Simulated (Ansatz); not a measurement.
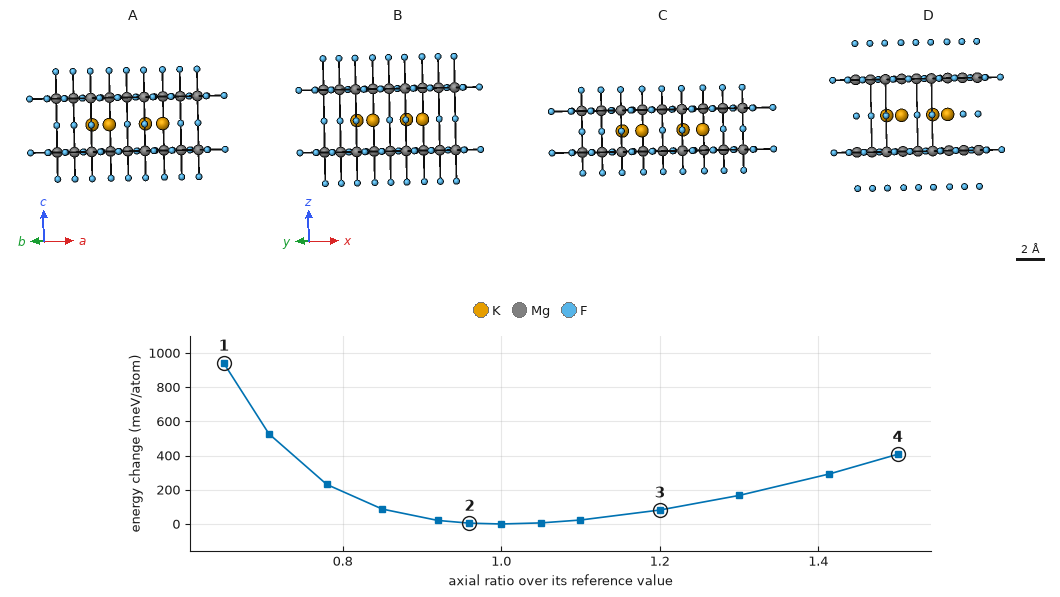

Energy scan for solid KMgF₃ (Pm-3m), in which the ratio of the cell's length along z to its lengths across, counted as 1 for the reference, is changed at fixed volume (a tetragonal or Bain path), with the atoms kept at their fractional coordinates. x, y and z are the Cartesian axes of the input. The frames are shuffled; the numbered points of the plot belong to them. A ball-and-stick model of the cell of the calculation, repeated 2 × 2 × 1 with one cell outlined, seen along the b axis, with a slight tilt.

The calculation used DFT PBE, scalar-relativistic, plane waves, PAW (Ansatz). Settings: plane-wave cutoff 420 eV; k-point mesh 6 × 6 × 6; occupations gaussian; smearing width 0.05 eV; no spin polarisation. Energies (free energies at the smearing named) are counted from the cell as listed in its source, which wasn't relaxed.

Question: Which frame belongs to which numbered point?

Answer: Point 1 is frame C (the relative ratio 0.65, 941 meV/atom); 2 is frame A (the relative ratio 0.96, 5 meV/atom); 3 is frame B (the relative ratio 1.20, 82 meV/atom); 4 is frame D (the relative ratio 1.50, 407 meV/atom). The lowest computed point lies at the relative ratio 1.00 (0 meV/atom). The end points stand at 941 meV/atom (0.65) and 407 meV/atom (1.50). The unrelaxed reference is under a pressure of 3.8 GPa. The distortion takes the space group from Pm-3m to P4/mmm. At the relative ratio 1.50 the cell of the drawing goes a 3.986 → 3.482 Å, b 3.986 → 3.482 Å, c 3.986 → 5.223 Å.
